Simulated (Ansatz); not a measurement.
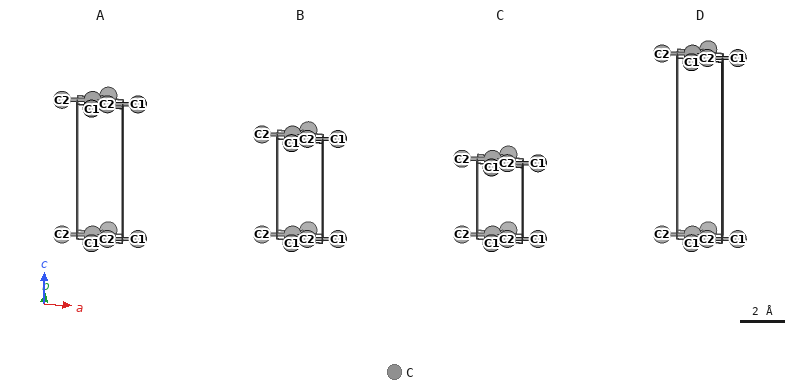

4 geometries from one relaxation of solid C (set up in P6/mmm), in shuffled order. The picture is a ball-and-stick view of the cell of the calculation, seen from a free direction.

Level of theory: DFT PBE+D3(BJ), scalar-relativistic, plane waves, PAW (Ansatz). Set-up: plane-wave cutoff 420 eV; k-point mesh 18 × 18 × 6; occupations gaussian; smearing width 0.1 eV; no spin polarisation; cell and atoms relaxed; force threshold 0.005 eV/Å; at most 80 steps.

### Order the frames from highest to lowest energy.

D, A, B, C. They are steps 0, 22, 27, 39, at +90.7 meV per cell of the calculation, +77.1 meV per cell of the calculation, +44.4 meV per cell of the calculation relative to the last. The atoms keep their places relative to the cell (all moves are under 0.005 Å). Cell: a = b 2.456 → 2.465 Å (+0.3 %), c 8.524 → 3.567 Å (−58.1 %). Volume −57.9 %. Among the contacts that change: C1–C2 1.418 → 1.423 Å. The space group stays P6/mmm (No. 191). The energy falls by 90.7 meV per cell of the calculation in 27 accepted moves (39 points after the start). All forces vanish by symmetry, so only the cell relaxes. Pressure: 1.31 GPa at the start and −0.02 GPa at the end. The SCF was repeated 12 times at an unchanged geometry on a basis and grid sized afresh for the cell, which shifted the energy by 4.4 meV per cell of the calculation at most.
